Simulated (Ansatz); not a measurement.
# Tin, alpha-Sn (diamond): r²SCAN0 at the r²SCAN geometry

Aim: see what exact exchange does to the levels, and what it costs. Spin polarisation is left out. The cell comes from an earlier r²SCAN relaxation. Exact exchange is dear, so the k-mesh is coarse, and r²SCAN is run on the same mesh for comparison.

Program: Ansatz 0.2.0. Level of theory: DFT, plane waves (500 eV) with PBE-made PAW files, scalar-relativistic; functionals as named at each step. These are calculated values, not measurements.

### Step 1. The starting structure

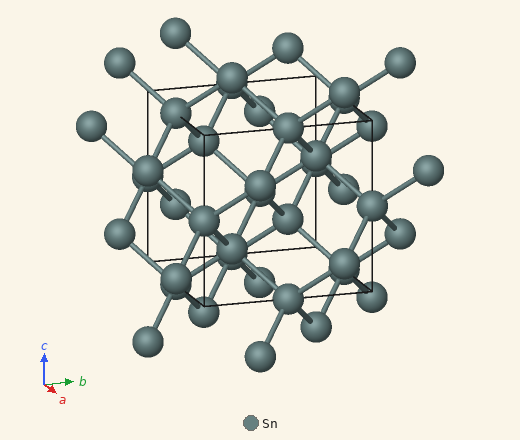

Start, viewed slightly off an axis; tin teal. The conventional cell is drawn; the run uses a primitive one. Any atoms on the faces are drawn again on the opposite ones, and bonded neighbours outside are added.

As a file:

```cif
data_structure
_symmetry_space_group_name_H-M 'P 1'
_symmetry_Int_Tables_number 1
_cell_length_a 4.6444
_cell_length_b 4.6444
_cell_length_c 4.6444
_cell_angle_alpha 60.000
_cell_angle_beta 60.000
_cell_angle_gamma 60.000
_cell_volume 70.84
loop_
_atom_site_label
_atom_site_type_symbol
_atom_site_fract_x
_atom_site_fract_y
_atom_site_fract_z
_atom_site_occupancy
Sn1 Sn 0.50000 0.50000 0.50000 1
Sn2 Sn 0.75000 0.75000 0.75000 1
```

### Step 2. r²SCAN, coarse mesh

The run with r²SCAN.

input.yaml reads:

```yaml
crystal:
  lattice:
    - [0.0, 3.2840539922, 3.2840539922]
    - [3.2840539922, 0.0, 3.2840539922]
    - [3.2840539922, 3.2840539922, 0.0]
  atoms:
    - { symbol: Sn, position: [0.5, 0.5, 0.5] }
    - { symbol: Sn, position: [0.75, 0.75, 0.75] }
hamiltonian:
  xc: r2scan
  pseudopotentials:
    kind: paw
    azcp:
      Sn: "pseudopotentials/Sn.paw.azcp"
basis:
  ecutwfc: 500
  fft_grid_basis: typed
kpoints:
  mp_grid: { grid: [4, 4, 4], shift: [0, 0, 0] }
magnetization:
  spin_polarized: false
scf:
  occupations: { method: fermi_dirac, width: 0.1 }
```

What it wrote (excerpt; [...] marks lines left out):

```text
Warning: RAYON_NUM_THREADS=4 ignored (pool sized by the plan → 4); use --threads N
[...]
Pseudopotentials: kind: paw
Pseudopotential: Sn, paw, valence charge 14, recommended cutoff 500 eV (meta_gga), <dir>
Functional definition: r2SCAN
[...]
Crystal: 2 atoms, lattice volume = 70.837 Å³
Basis set: ecut = 500 eV, 1807 PW (Γ), exchange–correlation on 144×144×144 points (64 copies of the dense FFT grid, shifted against one another)
Bands: 18, of which v1, the nominal top of the filled ones, is band 14 counted from 1 (13 counted from 0)
Symmetry: 48 space group operations
Space group: Fd-3m (ITA 227), of the structure as read, at distance tolerance 4.1e-5 Å
k-points: 8 of 64
[...]
SCF iter   1: F=—  HF=-12077.092576 eV  |F-HF|=—  |Δ(HF+E_count)|=         —  Δρ=5.06e-3  dr2=7.32e-3  dr2_τ=4.82e-3  ethr=1.77e-3  ⟨swp⟩=5.6  Hψ=765  notcnv=0
[...]
SCF iter   6: F=-12077.101753 eV  HF=-12077.101753 eV  |F-HF|=1.17e-9  |Δ(HF+E_count)|=   1.01e-8  Δρ=1.61e-6  dr2=1.17e-9  dr2_τ=3.10e-11  ethr=3.21e-10  ⟨swp⟩=1.0  Hψ=435  notcnv=0
[...]
SCF converged after 6 iterations
Free energy (F): -12077.101753 eV
[...]
E sigma→0 (E₀):  -12077.094513 eV
Entropy (-TS):   -0.014480 eV (-7.240 meV/atom)
Fermi energy:    7.272653 eV
[...]
```

It took 0.83 s on 4 threads of an Arm CPU, shared host; peak memory 0.44 GiB.

### Step 3. r²SCAN0, coarse mesh

The run with r²SCAN0.

input.yaml: that of step 2 with these lines changed.

```diff
@@ -9,3 +9,3 @@
 hamiltonian:
-  xc: r2scan
+  xc: r2scan0
   pseudopotentials:
```

What it wrote (excerpt; [...] marks lines left out):

```text
Warning: RAYON_NUM_THREADS=4 ignored (pool sized by the plan → 4); use --threads N
[...]
Pseudopotentials: kind: paw
Pseudopotential: Sn, paw, valence charge 14, recommended cutoff 500 eV (meta_gga), <dir>
Functional definition: r2SCAN0
[...]
Crystal: 2 atoms, lattice volume = 70.837 Å³
Basis set: ecut = 500 eV, 1807 PW (Γ), exchange–correlation on 144×144×144 points (64 copies of the dense FFT grid, shifted against one another)
Bands: 18, of which v1, the nominal top of the filled ones, is band 14 counted from 1 (13 counted from 0)
Symmetry: 48 space group operations
Space group: Fd-3m (ITA 227), of the structure as read, at distance tolerance 4.1e-5 Å
k-points: 8 of 64
[...]
SCF iter   1: F=—  HF=-12077.090738 eV  |F-HF|=—  |Δ(HF+E_count)|=         —  Δρ=4.79e-3  dr2=6.46e-3  dr2_τ=4.84e-3  ethr=1.77e-3  ⟨swp⟩=7.1  Hψ=642  notcnv=0
[...]
Frozen-core exchange: fock
[...]
hybrid SCF converged: 2 outer / 11 inner (+7 warm-up), last move |dexx| = 3.70e-7 eV, tail = 8.83e-8 eV
Stability not checked: this state was not tested for a lower state beside it, because the functional holds exact exchange (a hybrid, or Hartree-Fock), whose exchange loop this test does not read (fock_operator; see scf.lower_state_search)
Free energy (F): -12076.909389 eV
Frozen-core exchange: fock
[...]
E sigma→0 (E₀):  -12076.906186 eV
Entropy (-TS):   -0.006406 eV (-3.203 meV/atom)
Fermi energy:    7.041531 eV
[...]
--- Band table (eV; the first three rows and the last of 8) ---
  k-point 0: bands = ["-17.5902", "-17.5902", "-17.5902", "-17.5318", "-17.5318", "-17.2333", "-17.2333", "-17.2333", "-17.2140", "-17.2140", "-5.1459", "6.7035", "6.9673", "6.9673", "6.9673", "10.1213"]
[...]
  guard bands above this table: 2 of the run's 18 bands. The solve was not asked for them (output.publish_guard_bands: true or output.eigenvalues: true publishes all)
```

It took 12 s on 4 threads of an Arm CPU, shared host; peak memory 1.1 GiB.

### Step 4. The functionals compared

| functional | gap on the mesh | Fermi energy (eV) | SCF cycles | exchange loops | CPU time |
| --- | --- | --- | --- | --- | --- |
| r²SCAN | none (levels filled in part) | 7.273 | 6 | - | 2.5 s |
| r²SCAN0 | none (levels filled in part) | 7.042 | 18 | 2 | 39 s |

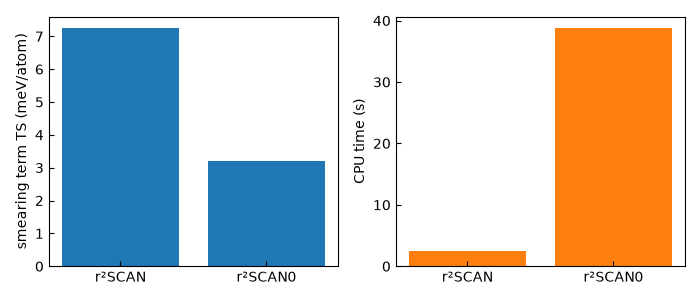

Smearing term and CPU time by functional.

### Step 5. Results

| quantity | value |
| --- | --- |
| r²SCAN: gap | none (levels filled in part) |
| r²SCAN0: gap | none (levels filled in part) |
| r²SCAN0: SCF cycles, exchange loops | 18, 2 |
| r²SCAN0: CPU time over that of r²SCAN | 15 |

What this shows: Both r²SCAN and r²SCAN0 leave levels filled in part. r²SCAN0 cost 15 times the CPU time of r²SCAN. The exchange operator of r²SCAN0 was renewed in 2 outer loops. The cell taken over is 4 % larger than the measured one (34.19 Å³/atom, COD). Absolute energies differ from functional to functional, by eV per atom at times, and say nothing by themselves.
